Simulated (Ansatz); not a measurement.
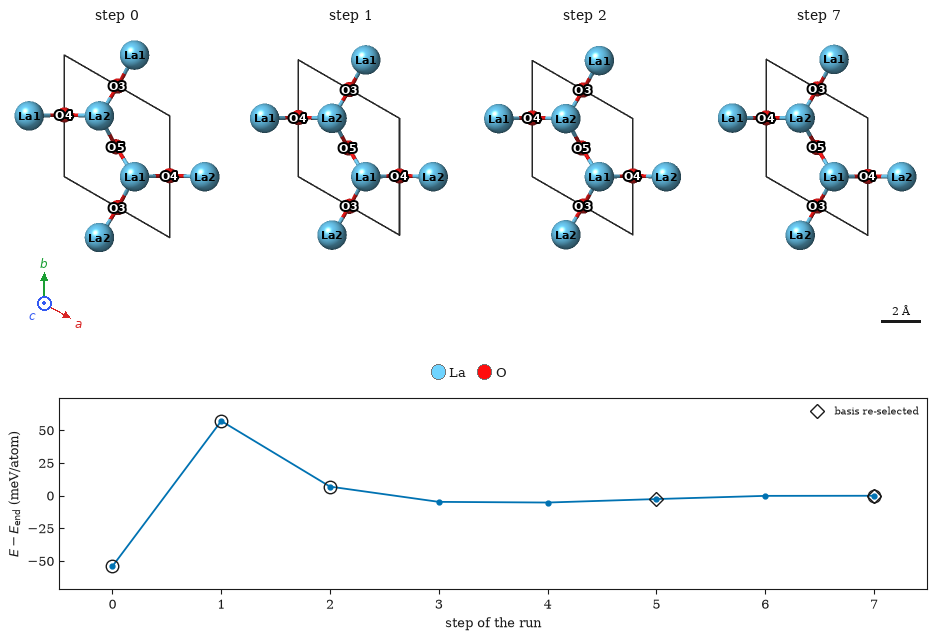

Frames of a relaxation of solid La$_{2}$O$_{3}$ (set up in P-62m), marked on the history of the run. Style: ball-and-stick. Shown: the cell of the calculation, along the c axis.

The run lets cell and atoms move.

The calculation used Kohn-Sham DFT of a periodic cell, PBEsol, Ansatz PAW (Ansatz 0.2.0).

Input file:
```yaml
crystal:
  lattice:
    - [6.2667802772, 0.0, 0.0]
    - [-3.1333901386, 5.42719092, 0.0]
    - [0.0, 0.0, 3.299766]
  atoms:
    - { symbol: La, position: [0.6666666667, 0.3333333333, 0.5] }
    - { symbol: La, position: [0.3333333333, 0.6666666667, 0.5] }
    - { symbol: O, position: [0.50801399, 0.0, 0.0] }
    - { symbol: O, position: [0.0, 0.50801399, 0.0] }
    - { symbol: O, position: [0.49198601, 0.49198601, 0.0] }
hamiltonian:
  xc: pbesol
  pseudopotentials: { kind: paw }
kpoints:
  mp_grid: { grid: [4, 4, 6] }
scf:
  occupations: { method: fermi_dirac, width: 0.05 }
output:
  forces: true
  stress: true
  eigenvalues: true
relax:
  f_tol: 0.01
  max_steps: 40
  cell: { stress_tol: 0.05, p_target: 10.0 }
```

Launched with:
```bash
ansatz run input.yaml --threads 2 --pin off --max-ram 5632MiB --backend cpu --events-out ev --progress --plain --runs-dir out
```

### Describe the path.

After 5 accepted moves (7 points after the start) the energy has risen by 53.9 meV per atom. With the target pressure of 10 GPa, the enthalpy E + pV changes by −75.9 meV per atom. The largest force component goes from 0.061 to 0.00086 eV/Å. The pressure goes from −1.06 to 9.99 GPa. At 2 points the geometry stayed and the basis and grid were re-selected for the new cell (energy shift of 2.7 meV per atom at most each time). The largest moves relative to the cell, 0.037 Å, are those of O3, O4 and O5. O3 goes along −a. La stays in place. The volume changes by −9.3 %, with a = b 6.267 → 6.043 Å (−3.6 %), c 3.300 → 3.220 Å (−2.4 %). Among the contacts that change: La1–La2 3.618 → 3.489 Å, La1–La1 3.300 → 3.220 Å, La1–O3 2.449 → 2.374 Å. The space group stays P-62m (No. 189). From step 0 to 1: volume −12.3 %, energy +111 meV per atom. From step 1 to 2: volume +3.1 %, energy −50.2 meV per atom. From step 2 to 7: O atoms move most (0.03 Å), volume +0.4 %, energy −7.0 meV per atom.

| step | E − E(0), meV/atom | largest force component, eV/Å | pressure, GPa | volume, Å³/atom | note |
| --- | --- | --- | --- | --- | --- |
| 0 | 0.00 | 0.0613 | -1.06 | 22.446 |  |
| 1 | 111.13 | 0.0175 | 16.49 | 19.691 |  |
| 2 | 60.92 | 0.0010 | 9.33 | 20.292 |  |
| 3 | 49.25 | 0.0040 | 10.20 | 20.401 |  |
| 4 | 48.74 | 0.0019 | 10.01 | 20.407 |  |
| 5 | 51.40 | 0.0020 | 9.74 | 20.407 | same geometry, new basis |
| 6 | 53.84 | 0.0009 | 10.00 | 20.365 |  |
| 7 | 53.92 | 0.0009 | 9.99 | 20.365 | same geometry, new basis |
